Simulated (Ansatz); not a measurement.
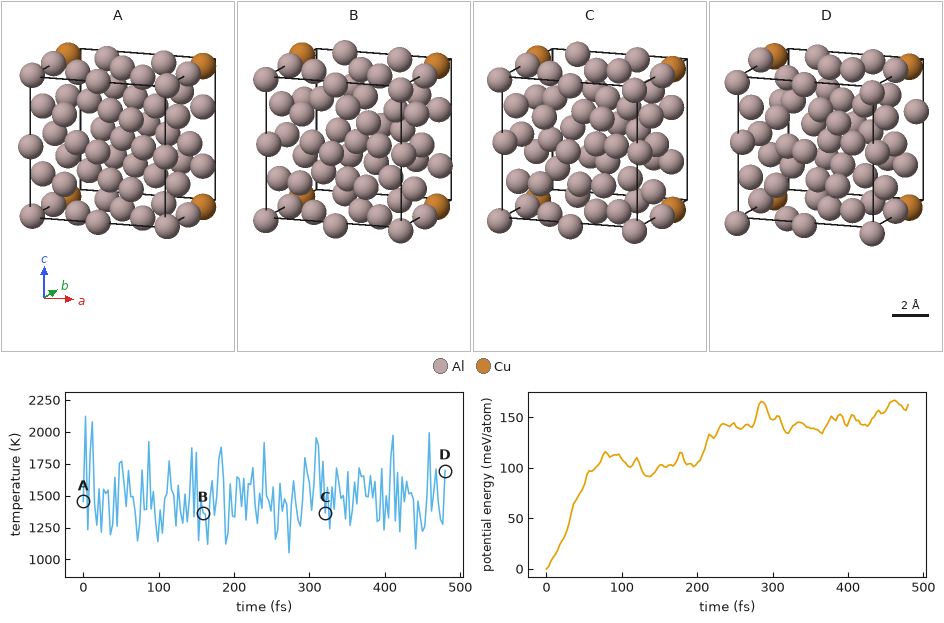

Molecular dynamics of Al with an interstitial Cu (33 atoms in the cell), 480 fs long. Frames (A at 0 fs, B at 159 fs, C at 321 fs, D at 480 fs) and the history of the run. Style: spheres-only. Shown: the simulation cell, slightly off an axis.

Level of theory: Ansatz 0.2.0, DFT PBE, scalar-relativistic, plane waves, PAW. Run with plane-wave cutoff 420 eV; k-point mesh 2 × 2 × 2; Fermi-Dirac smearing 0.15 eV; Langevin thermostat (NVT); set temperature 1500 K; time step 3 fs; friction 0.5 per fs.

### What do the frames and curves show?

The mean temperature in the second half is 1500 K (standard deviation 201 K). The potential energy in the second half lies on average 148 meV per atom above the first frame. In the second half of the run the atoms are, in the root-mean-square, this far from where they began (common drift taken out): Al 0.30 Å, Cu 0.27 Å. That is small against the typical shortest distance between atoms in the first frame, about 2.7 Å: the atoms vibrate about their sites and the arrangement holds. The friction is so strong that the slow modes are overdamped, and the motion no longer resembles free dynamics.

Limits of the set-up: the k-point mesh is coarse for a cell with partly filled bands; the periodic images lie only 8.1 Å apart, so the values are limited by the cell's size.

Cost: 28 min on 2 threads of Arm Neoverse V1, with other jobs on the host, peak memory 1.3 GiB.

PAW datasets: the set soft_1.
